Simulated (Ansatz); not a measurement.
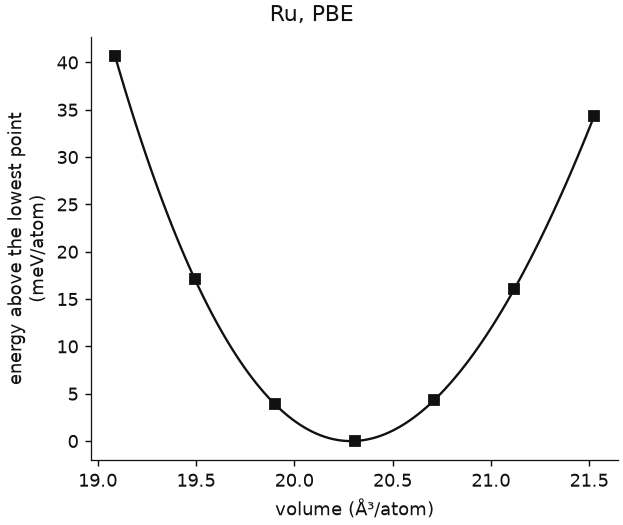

The picture above shows the energy above the lowest point against volume for Ru, space group Fd-3m (No. 227) (one of a set of cubic test structures, which need not be the stable phase).

Method: equation of state of a cubic crystal from periodic Kohn-Sham density functional theory without spin, third-order Birch-Murnaghan fit to the free energies; pressure corrected for the finite basis (Ansatz 0.2.0 development build). Level: PBE.

- structure type: diamond
- atoms in cell: 2
- space group number: 227
- lattice centring: face-centred primitive
- k mesh: 17×17×17
- occupation method: Fermi–Dirac
- occupation width: 0.06123 eV
- wave cutoff: 700 eV
- datasets: hard PAW
- density tolerance: 1e−09 eV
- bands: 20
- density cutoff ratio: 4
- search for lower states: default

From this curve and the settings, what does the calculation give for the pressure at the same points?

The pressure falls from 11.5 GPa at volume 19.09 Å³/atom to −8.4 GPa at 21.53 Å³/atom, and changes sign near 20.29 Å³/atom.

```csv
volume (Å³/atom),pressure (GPa)
19.09,11.5
19.49,7.2
19.90,3.3
20.31,-0.1
20.71,-3.2
21.12,-6.0
21.53,-8.4
```

Caveats: cubic model structure, not the ambient form; modest k-mesh, values are not fully converged in k.
